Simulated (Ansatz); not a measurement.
# SnSe: what the fields show

Input

```
crystal:
  lattice:
    - [10.9796680666, 0.0, 0.0]
    - [0.0, 4.0480331161, 0.0]
    - [0.0, 0.0, 4.0857197651]
  atoms:
    - { symbol: Sn, position: [0.1165139627, 0.25, 0.9999866213] }
    - { symbol: Sn, position: [0.8834860373, 0.75, 1.33787e-05] }
    - { symbol: Sn, position: [0.3834860373, 0.75, 0.4999866213] }
    - { symbol: Sn, position: [0.6165139627, 0.25, 0.5000133787] }
    - { symbol: Se, position: [0.8615953121, 0.25, 0.4999997504] }
    - { symbol: Se, position: [0.1384046879, 0.75, 0.5000002496] }
    - { symbol: Se, position: [0.6384046879, 0.75, -2.496e-07] }
    - { symbol: Se, position: [0.3615953121, 0.25, 1.0000002496] }
scf:
  occupations: { method: gaussian, width: 0.03 }
output:
  forces: true
  stress: true
  eigenvalues: true
  write_density: true
  write_potential: true
  elf: true
  volumetric_format: npy
hamiltonian:
  xc: pbesol
basis:
  ecutwfc: 500
kpoints:
  mp_grid: { grid: [4, 12, 12] }
relax:
  f_tol: 0.002
  max_steps: 60
  cell: { stress_tol: 0.02, p_target: 9 }
```

Run with:

```sh
ansatz run input.yaml --threads 3 --pin off --max-ram 8192MiB --backend cpu --events-out ev --progress --plain --runs-dir out
```

Below, planes, directions and counts refer to the conventional cell (a = 4.06 Å, b = 10.88 Å, c = 4.02 Å, α = 90.00°, β = 90.00°, γ = 90.00°).

The fields are those of the relaxed geometry.

Space group Cmcm; a generated structure, not necessarily the stable one; computed pressure about 9 GPa in this cell.

Theory: DFT PBEsol, scalar-relativistic, plane waves, PAW in Ansatz 0.2.0.

Core electrons are frozen (PAW), and the valence fields are smoothed inside the atomic spheres.

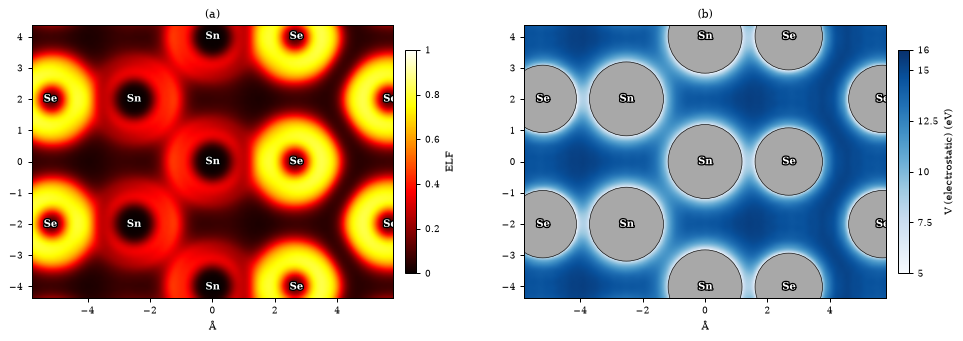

Figure 1. (a) ELF; (b) electrostatic potential energy of an electron on the (100) plane of the conventional cell. Grey discs cover the atomic cores in the potential map.

Read the bonding off the picture.

Answer.
- The plane passes through Sn and Se nuclei.
- Sn–Se (2.68 Å): the ELF is about 0.55 at the midpoint.
- Outside the cores the potential energy rises away from the atoms and is highest about 2.3 Å from the nearest atoms; its zero is arbitrary.

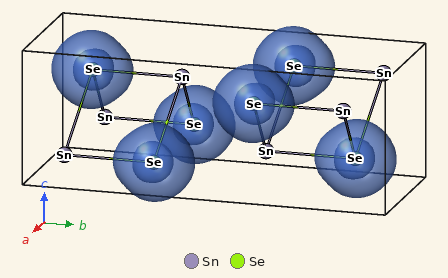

Figure 2. Isosurface of the electron localisation function at 0.7 (blue), seen at an oblique angle. Only the valence region is drawn (cores and ρ < 0.01 e/Å³ removed). Sticks mark near contacts.

What do the ELF domains correspond to?

Answer. At this value the surface marks out four regions wrapped around Se (the valence shell of each), counted in one cell of 8 atoms. Any copies at cell faces, edges or corners count once. Along the contacts the grid gives the following. Sn–Se (2.87 Å): the ELF is about 0.40 at the midpoint and 0.30 at its lowest between the atoms.

Does the calculation make it a metal, or give it a gap?

Answer. It is metallic or semimetallic at this level of theory: no gap opens.
